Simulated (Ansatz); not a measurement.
The structure in question:

```
B N
1.0
     2.50875    0.00144    0.00000
     1.25312    2.17337    0.00000
     0.00000    0.00000   26.00000
B N
1 1
Direct
  0.49998 0.49998 0.50000
  0.83332 0.83332 0.50000
```

> Characterise the structure given above.

Formula: BN. The cell comprises 1 formula unit: 1 B, 1 N. The polyhedra are BN3 triangles; they share corners. B bonds to three N in a trigonal planar arrangement at 1.45 Å. The N atoms are each bonded to three B in a trigonal planar arrangement at 1.45 Å. The bonds build BN layers parallel to (001).

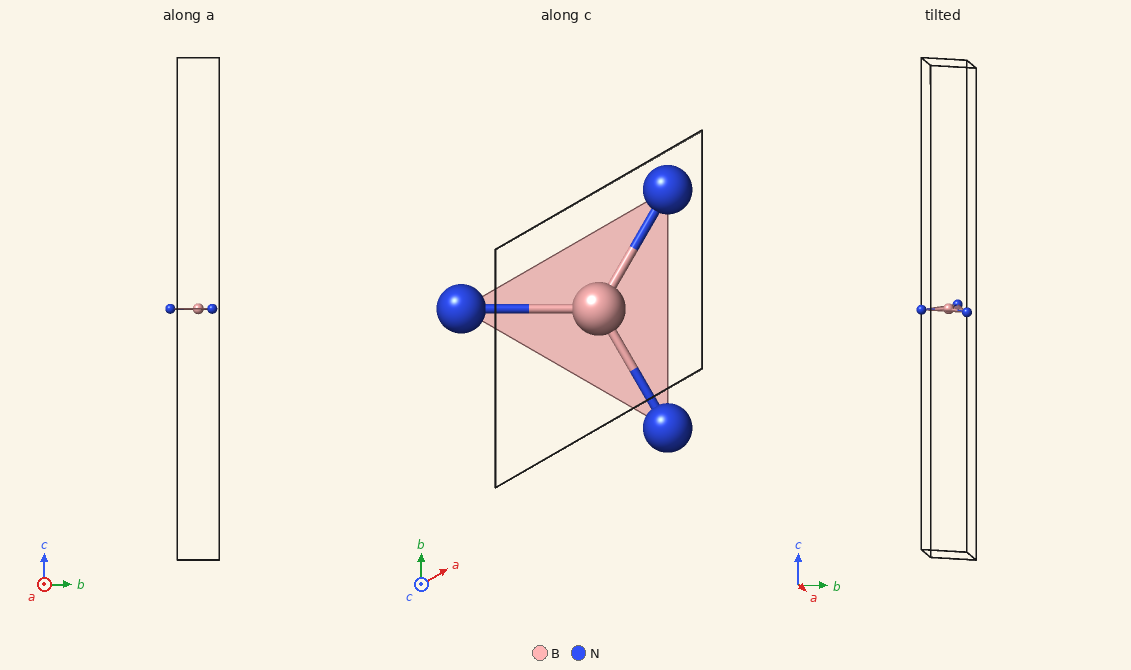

Polyhedral drawing of the structure, looking along the a axis, along the c axis and slightly off an axis. Atoms at the boundary of the simulation cell (the box) are drawn once for each face, edge or corner they touch. Some neighbours outside the box are added. Colours: boron pink, nitrogen blue.

The structure was taken from a structure listed in the Materials Project, from which a slab or single sheet was cut. Earlier steps of the study may have refined or changed the cell and positions. A calculation with Ansatz used it as input.
